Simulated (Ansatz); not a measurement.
# Geometry relaxation, with input and output: Pt (part 2 of 3)

Pt (9 atoms in the cell); DFT PBE, scalar-relativistic, plane waves, PAW, no spin polarisation (Ansatz 0.2.0); cutoff 420 eV, 1×1×14 k-mesh, Gaussian smearing of 0.05 eV. The structure derives from an entry of the Crystallography Open Database. It belongs to a series of runs on one base structure; here: wire along [0 0 1], 9 atoms a period.

Geometry of the input (Å; fractional positions):
```
13.0000  0.0000  0.0000
0.0000  13.3000  0.0000
0.0000  0.0000  3.9701
Pt 0.5000  0.5000  0.0000
Pt 0.5000  0.3507  0.5000
Pt 0.5000  0.6493  0.5000
Pt 0.3473  0.5000  0.5000
Pt 0.6527  0.5000  0.5000
Pt 0.3473  0.3507  0.0000
Pt 0.3473  0.6493  0.0000
Pt 0.6527  0.3507  0.0000
Pt 0.6527  0.6493  0.0000
```

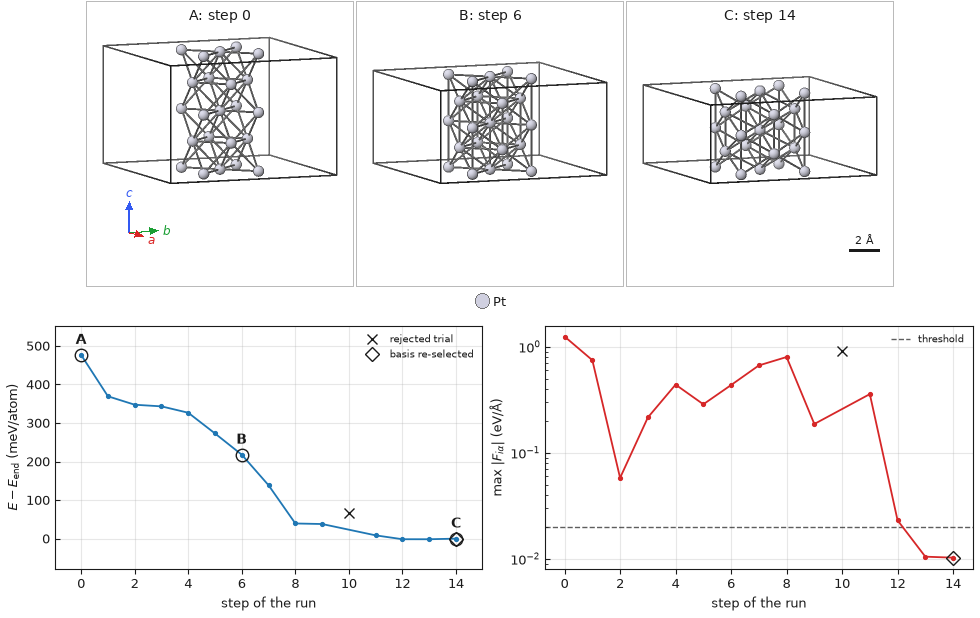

**Figure 1.** Frames of the relaxation (ball-and-stick view of the 2 repeat of the cell, with the vacuum cut short, seen slightly off an axis) above the curves, on which the letters mark them (the first geometry is step 0 here and step 1 in the log).

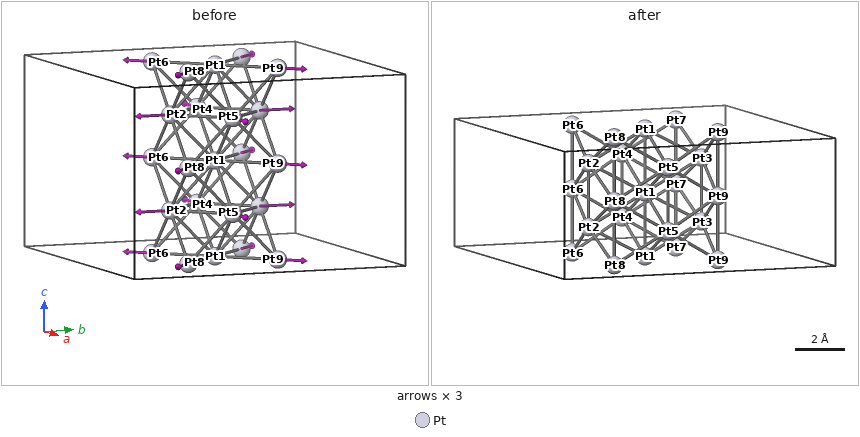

**Figure 2.** Before (left) and after (right) the relaxation, at one scale (ball-and-stick view of the 2 repeat of the cell, with the vacuum cut short, seen slightly off an axis). The pink arrows give the displacements (without the part carried along by the change of the cell), magnified 3 times. The largest moves relative to the cell, 0.53 Å, are those of Pt2, Pt3, Pt4 and Pt5. Along the periodic axis the drawn cell goes c 7.940 → 5.293 Å (−33.3 %). Among the contacts that change: Pt1–Pt1 3.970 → 2.646 Å, Pt2–Pt4 2.807 → 3.554 Å, Pt1–Pt6 2.807 → 3.251 Å, Pt2–Pt6 2.807 → 2.661 Å. New bonds form: Pt1–Pt1 (3.97 → 2.65 Å), Pt2–Pt2 (3.97 → 2.65 Å), Pt3–Pt3 (3.97 → 2.65 Å), Pt4–Pt4 (3.97 → 2.65 Å). Among the angles that change: Pt1–Pt2–Pt1 90.0° → 55.5°, Pt6–Pt2–Pt6 90.0° → 59.6°, Pt6–Pt2–Pt8 90.0° → 119.5°. Over 13 geometry steps the energy falls by 478 meV per atom. Largest force component: 1.2 eV/Å at the start, 0.01 eV/Å at the end. The line search rejected the trial step at point 10 (counted from 0) and went back. A last SCF at the same geometry on a re-selected plane-wave basis shifts the energy by +1.6 meV per atom. (Atoms are counted from 1 in the order of the input.)

```
basis re-selected at this cell: Δ(F+E_penalty+E_count) = +1.396e-2 eV, ΔP = +0.000 GPa vs the last step (what re-selecting the basis moved, of the pressure what is left beyond the Pulay correction that the steps carried, after the strain that the cell walked since its last selection, with what the two solves' SCF thresholds leave and, on support functions, any second-order correction that the steps lacked; it is no measure of the basis error at this ecutwfc). The dense FFT grid was sized anew with the basis: this SCF ran on 90×90×18 points, the steps before it on 90×90×27, so part of this shift can come from that change (see relax.cell in the input reference). This SCF's stress stands 9.88e-3 GPa from its target on what of the cell is left free (relax.cell.stress_tol is 3.00e-2 GPa) and its largest allowed force component is 1.03e-2 eV/Å (relax.f_tol is 2.00e-2 eV/Å): within both
WARN: The output density's exchange-correlation potential varies sharply where the density is thin. Do not read a vacuum level from v_tot or v_xc, or from such a field of the output density. On a cell that repeats whose density bears no net charge and no dipole along the vacuum's axis use v_es (v_loc + v_h of the components); under efield.dipole_correction with no amplitude use v_es + v_field, which holds any external_charges[].barrier, or the levels of the report's work_function block, which leave it out; under a non-zero efield.amplitude the vacuum is tilted and has no level; on a cell that repeats and bears such a dipole with no correction it is tilted too, and efield.dipole_correction with no amplitude gives each side of its ramp a level where efield: is served; in a cell that repeats whose density bears a net charge (total_charge, or a fill off its count) it is curved and has none; of a slab under crystal.periodic whose density bears no net charge use v_es, which has a level on each side, short of where the two are joined; of another it falls or rises all the way out and has none; of a slab beside external_charges read slab_vacuum_level instead, which it has where they leave it neutral. The grid or the basis barely resolves most such structure, and the values can differ between equally converged runs; as a rule a tighter scf.convergence.dr2_threshold does not remove it. Where the density itself ripples (under the LDA too) a higher basis.ecutwfc lessens it. The files hold the spikes' plane waves up to the density's cutoff. Files: v_tot_of_output_density and the like, and their columns of v_z.tsv (output.write_potential); v_xc_of_output_density and the like, and their columns of v_comp_z.tsv (output.write_potential_components). Measured: with its Gaussian average of σ = 0.25 Å subtracted twice, the exchange-correlation potential is over 0.1 eV at 8600 of the grid points where the equally averaged density (valence and model cores) is under 1e-3 e/Å³, and 1.38 eV at the most among them, at an averaged density of 1.2e-4 e/Å³. The input density's (outcome.potential() and, of a run that writes arrays, v_tot and v_xc) is over 0.1 eV, so measured, at 8604 points of its own thin density, 1.38 eV at the most. See output.write_potential in the manual, Limitations
SCF converged after 10 iterations
Free energy (F): -112699.686556 eV
Harris-Foulkes:  -112699.686556 eV  (|F-HF|=1.46e-11)
Internal energy: -112699.661485 eV  (E = F + TS)
E sigma→0 (E₀):  -112699.674020 eV
Entropy (-TS):   -0.025071 eV (-2.786 meV/atom)
Fermi energy:    2.993140 eV
--- Per-component energies (eV) ---
  E_band       = -4365.469679
  E_kinetic    = 5733.096461
  E_local      = -95313.340998  (includes V_loc(G=0)·N_el)
  E_nonlocal   = 1804.206960
  E_hartree    = 44362.842977
  E_xc         = -2346.612051
  E_vxc        = -2711.887378  (∫ρ·V_xc dr)
  E_paw        = -85089.228257  (= ΣΔE_a)
  E_vpaw       = -2603.232633  (= ΣTr[D̂ρ^β])
  E_aug_tail   = 0.001755  (compensation charges beyond the density's cutoff)
  E_ewald      = 18149.371668
  E_smearing   = -0.025071  (= −TS)
  E_closure    = -0.000000  (closes the sum)
  Σ components = -112699.686556   (vs F -112699.686556, Δ=0.00e0)
--- Forces (eV/Å), atoms counted from 1 ---
  atom   1  Pt    -0.00000000     0.00000000     0.00000000
  atom   2  Pt    -0.00000000     0.01026947     0.00000000
  atom   3  Pt     0.00000000    -0.01026947     0.00000000
  atom   4  Pt     0.00961007     0.00000000     0.00000000
  atom   5  Pt    -0.00961007     0.00000000     0.00000000
  atom   6  Pt    -0.00099910    -0.00046045     0.00000000
  atom   7  Pt    -0.00099910     0.00046045     0.00000000
  atom   8  Pt     0.00099910    -0.00046045     0.00000000
  atom   9  Pt     0.00099910     0.00046045     0.00000000
  max |Σ_I F_I| component: 3.90e-18 eV/Å
--- Stress (GPa, compression-positive) ---
       -0.012204       0.000000       0.000000
        0.000000      -0.015957       0.000000
        0.000000       0.000000      -0.009880
  P = ⅓ Tr σ = -0.0127 GPa (-0.127 kbar)
--- Band table (eV; the first three rows and the last of 8) ---
  k-point 0: bands = ["-95.1090", "-95.1073", "-95.1071", "-95.1058", "-94.9684", "-94.9519", "-94.9505", "-94.9505", "-94.9492", "-49.6174", "-49.5941", "-49.5935", "-49.5642", "-49.3334", "-49.3149", "-49.3145", "-49.2903", "-49.2448", "-49.2443", "-49.2219", "-49.1976", "-49.1975", "-49.1942", "-49.1818", "-49.1400", "-49.1399", "-49.0815", "-49.0177", "-49.0174", "-48.9858", "-48.9580", "-48.9579", "-48.9089", "-48.8911", "-48.8910", "-48.8826", "-5.3745", "-4.2477", "-4.2472", "-3.7227", "-3.5973", "-3.2113", "-3.2082", "-3.2077", "-3.1759", "-2.0958", "-1.2932", "-1.2930", "-1.1497", "-1.0156", "-0.4875", "-0.4874", "-0.4784", "-0.2560", "-0.2312", "0.0235", "0.0720", "0.0722", "0.3760", "0.4407", "0.4417", "0.6442", "0.8801", "0.8805", "0.9612", "1.1413", "1.2893", "1.2903", "1.7376", "1.7756", "1.7764", "1.8669", "1.9457", "2.1103", "2.1719", "2.1720", "2.3199", "2.4253", "2.6286", "2.7473", "2.9431", "3.1272", "3.1280", "3.3706", "3.5757", "3.5759", "3.6607", "3.7068", "3.7097", "4.5535", "4.5621", "5.9775", "6.0429", "7.0140", "8.0271", "8.2805", "8.3618", "8.3941"]
  k-point 1: bands = ["-95.1078", "-95.1062", "-95.1059", "-95.1047", "-94.9674", "-94.9508", "-94.9495", "-94.9495", "-94.9483", "-49.6112", "-49.5909", "-49.5903", "-49.5648", "-49.3537", "-49.3377", "-49.3374", "-49.3188", "-49.2414", "-49.2410", "-49.2380", "-49.2196", "-49.2196", "-49.2049", "-49.1843", "-49.1344", "-49.1343", "-49.0840", "-49.0484", "-49.0043", "-48.9838", "-48.9573", "-48.9573", "-48.9061", "-48.8905", "-48.8905", "-48.8827", "-5.2170", "-4.0772", "-4.0768", "-3.5387", "-3.4232", "-3.0221", "-3.0108", "-3.0103", "-2.9956", "-2.0070", "-1.2808", "-1.2806", "-1.1622", "-0.9722", "-0.4781", "-0.4703", "-0.4612", "-0.4611", "-0.2303", "-0.1664", "-0.1634", "-0.1631", "0.3544", "0.3550", "0.5151", "0.7749", "0.9309", "0.9314", "0.9547", "1.0866", "1.1516", "1.1521", "1.4586", "1.6046", "1.7777", "1.7777", "1.9163", "1.9210", "2.1788", "2.1792", "2.2223", "2.2989", "2.7885", "2.9051", "2.9067", "2.9559", "2.9858", "2.9865", "3.2932", "3.3537", "3.4127", "4.1577", "4.1599", "5.1319", "5.1411", "6.2187", "6.4725", "7.2891", "8.1197", "8.3732", "8.5938", "8.6293"]
  k-point 2: bands = ["-95.1043", "-95.1029", "-95.1027", "-95.1016", "-94.9644", "-94.9477", "-94.9466", "-94.9466", "-94.9455", "-49.5933", "-49.5839", "-49.5833", "-49.5698", "-49.4097", "-49.3970", "-49.3967", "-49.3875", "-49.2827", "-49.2827", "-49.2791", "-49.2685", "-49.2241", "-49.2236", "-49.1677", "-49.1275", "-49.1274", "-49.1093", "-49.0913", "-48.9925", "-48.9783", "-48.9556", "-48.9556", "-48.8995", "-48.8893", "-48.8892", "-48.8832", "-4.7752", "-3.6153", "-3.6148", "-3.0288", "-2.9479", "-2.5635", "-2.4827", "-2.4490", "-2.4485", "-1.6613", "-1.2586", "-1.2584", "-1.2448", "-0.9508", "-0.8711", "-0.7147", "-0.7140", "-0.6955", "-0.4474", "-0.3034", "-0.3033", "0.0803", "0.0810", "0.0964", "0.6968", "0.7653", "0.7654", "0.8346", "0.8711", "0.9348", "0.9864", "0.9870", "1.0128", "1.3115", "1.5732", "1.7301", "1.7304", "1.8853", "1.9064", "2.1547", "2.1553", "2.2286", "2.4306", "2.4318", "2.7403", "2.7409", "2.9483", "3.0714", "3.1666", "3.5549", "3.9982", "4.7135", "4.7163", "6.1509", "6.1634", "6.6711", "7.4896", "7.9618", "8.3873", "8.6460", "9.1183", "9.1560"]
  k-point 7: bands = ["-95.0840", "-95.0839", "-95.0837", "-95.0836", "-94.9471", "-94.9296", "-94.9296", "-94.9296", "-94.9296", "-49.7484", "-49.7333", "-49.7320", "-49.7315", "-49.7176", "-49.7019", "-49.7017", "-49.6328", "-49.4685", "-49.4433", "-49.4010", "-49.4006", "-49.3557", "-49.1602", "-49.1598", "-49.1537", "-49.1327", "-49.1327", "-49.1189", "-48.9490", "-48.9489", "-48.9459", "-48.9370", "-48.8936", "-48.8842", "-48.8841", "-48.8761", "-2.8816", "-2.7820", "-2.7816", "-2.6465", "-2.5979", "-2.5813", "-2.5805", "-2.4605", "-2.4013", "-1.9642", "-1.9639", "-1.8279", "-1.5363", "-1.2823", "-1.2820", "-1.1468", "-0.8362", "-0.8355", "0.3432", "0.3485", "0.4205", "0.6391", "0.6395", "0.7784", "1.3409", "1.3410", "1.4751", "1.5492", "1.5769", "1.7126", "1.7128", "1.8003", "1.9943", "2.0302", "2.1044", "2.3229", "2.3230", "2.8295", "2.9422", "2.9431", "3.1597", "3.1599", "3.1948", "3.4224", "3.5769", "5.3969", "6.0016", "6.0547", "6.0550", "6.3170", "6.5084", "6.5091", "7.4537", "7.9060", "9.2985", "9.3302", "9.5096", "9.5152", "9.7932", "10.8668", "10.8751", "11.8439"]
--- Relaxed structure (14 steps of the walk, 13 accepted, 1 SCFs on fresh bases) ---
  F+E_penalty+E_count = -112699.68655578 eV   max|allowed force component| = 1.027e-2 eV/Å   (the final SCF, on the basis selected at the relaxed cell)
  cell:  # Å, volume = 457.5421 Å³
    - [13.0, 0.0, 0.0]
    - [0.0, 13.3, 0.0]
    - [0.0, 0.0, 2.6462817623128974]
  atoms:
    - { symbol: Pt, position: [0.5, 0.5, 0.0] }
    - { symbol: Pt, position: [0.5, 0.3110125604922603, 0.5] }
    - { symbol: Pt, position: [0.5, 0.6889874395077398, 0.5] }
    - { symbol: Pt, position: [0.3066852267848831, 0.5, 0.5] }
    - { symbol: Pt, position: [0.6933147732151174, 0.5, 0.5] }
    - { symbol: Pt, position: [0.3231503215305754, 0.3271235851244385, 0.0] }
    - { symbol: Pt, position: [0.3231503215305754, 0.6728764148755615, 0.0] }
    - { symbol: Pt, position: [0.6768496784694251, 0.3271235851244385, 0.0] }
    - { symbol: Pt, position: [0.6768496784694251, 0.6728764148755615, 0.0] }
--- Löwdin populations: 9 sites ---
  site symbol       q [e]
     0     Pt     17.7871
     1     Pt     17.8726
     2     Pt     17.8726
     3     Pt     17.8725
     4     Pt     17.8725
     5     Pt     17.9081
     6     Pt     17.9081
     7     Pt     17.9081
     8     Pt     17.9081
  spilling = 0.006732 (of n_electrons = 162.000000)
```

### File populations.tsv
```
# site	symbol	l	j	q
# orbitals = lowdin
# n_electrons = 162.000000
# spilling = 0.006732
0	Pt	0_5S	-	1.986528
0	Pt	0_6S	-	0.873381
0	Pt	1_5P	-	5.997662
0	Pt	2_5D	-	8.929510
1	Pt	0_5S	-	1.986287
1	Pt	0_6S	-	0.984684
1	Pt	1_5P	-	5.997065
1	Pt	2_5D	-	8.904515
2	Pt	0_5S	-	1.986287
2	Pt	0_6S	-	0.984684
2	Pt	1_5P	-	5.997065
2	Pt	2_5D	-	8.904515
3	Pt	0_5S	-	1.986288
3	Pt	0_6S	-	0.984595
3	Pt	1_5P	-	5.997065
3	Pt	2_5D	-	8.904593
4	Pt	0_5S	-	1.986288
4	Pt	0_6S	-	0.984595
4	Pt	1_5P	-	5.997065
4	Pt	2_5D	-	8.904593
5	Pt	0_5S	-	1.988790
5	Pt	0_6S	-	1.016073
5	Pt	1_5P	-	5.995331
5	Pt	2_5D	-	8.907865
6	Pt	0_5S	-	1.988790
6	Pt	0_6S	-	1.016073
6	Pt	1_5P	-	5.995331
6	Pt	2_5D	-	8.907865
7	Pt	0_5S	-	1.988790
7	Pt	0_6S	-	1.016073
7	Pt	1_5P	-	5.995331
7	Pt	2_5D	-	8.907865
8	Pt	0_5S	-	1.988790
8	Pt	0_6S	-	1.016073
8	Pt	1_5P	-	5.995331
8	Pt	2_5D	-	8.907865
```

### Trajectory as extended XYZ (Å, eV, eV/Å), 15 frames, from step=1 to step=15
```
9
Lattice="13.0000 0.0000 0.0000 0.0000 13.3000 0.0000 0.0000 0.0000 3.9701" Properties=species:S:1:pos:R:3:forces:R:3 step=1 energy=-112695.39905 pressure_GPa=-3.41
Pt    6.5000    6.6500    0.0000    0.0000   0.0000   0.0000
Pt    6.5000    4.6649    1.9851    0.0000   0.4361   0.0000
Pt    6.5000    8.6351    1.9851    0.0000  -0.4361   0.0000
Pt    4.5149    6.6500    1.9851    0.4363   0.0000   0.0000
Pt    8.4851    6.6500    1.9851   -0.4363   0.0000   0.0000
Pt    4.5149    4.6649    0.0000    1.2485   1.2483   0.0000
Pt    4.5149    8.6351    0.0000    1.2485  -1.2483   0.0000
Pt    8.4851    4.6649    0.0000   -1.2485   1.2483   0.0000
Pt    8.4851    8.6351    0.0000   -1.2485  -1.2483   0.0000
9
Lattice="13.0000 0.0000 0.0000 0.0000 13.3000 0.0000 0.0000 0.0000 3.8443" Properties=species:S:1:pos:R:3:forces:R:3 step=2 energy=-112696.36332 pressure_GPa=0.88
Pt    6.5000    6.6500    0.0000    0.0000   0.0000   0.0000
Pt    6.5000    4.7119    1.9222    0.0000  -0.7474   0.0000
Pt    6.5000    8.5881    1.9222    0.0000   0.7474   0.0000
Pt    4.5620    6.6500    1.9222   -0.7472   0.0000   0.0000
Pt    8.4380    6.6500    1.9222    0.7472   0.0000   0.0000
Pt    4.6529    4.8028    0.0000   -0.2775  -0.2776   0.0000
Pt    4.6529    8.4972    0.0000   -0.2775   0.2776   0.0000
Pt    8.3471    4.8028    0.0000    0.2775  -0.2776   0.0000
Pt    8.3471    8.4972    0.0000    0.2775   0.2776   0.0000
```
